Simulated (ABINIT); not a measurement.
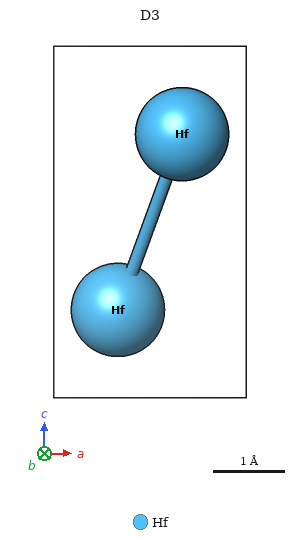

Solid Hf (set up in P6_3/mmc), relaxed (cell and atoms) with several dispersion corrections. The picture shows the result with D3. The picture is a ball-and-stick view of the cell of the calculation, seen along the b axis.

Computed with ABINIT 10.8.3: PBE, JTH PAW PBE v2.0. (plane-wave cutoff 517 eV; k-point mesh 10 × 10 × 5; occupations fermi-dirac; smearing width 0.05 eV; optimiser BFGS; force threshold 0.02 eV/Å; no spin polarisation)

| dispersion correction | volume (Å³/atom) | a (Å) | c (Å) |
| --- | --- | --- | --- |
| none | ? | ? | ? |
| D3 | 21.776 | 3.169 | 5.008 |
| D3(BJ) | 21.811 | 3.171 | 5.010 |
| D4 | 22.191 | 3.189 | 5.038 |

**One row is withheld. What does the calculation give there?**

With none the volume is the largest of the series, above D4 (22.191). The calculation gives 22.511 Å³/atom (a = 3.207 Å, c = 5.056 Å). In order of volume: D3 < D3(BJ) < D4 < none; the spread is 3.4 %.

Each member starts from this one structure; whether another phase lies lower wasn't checked.
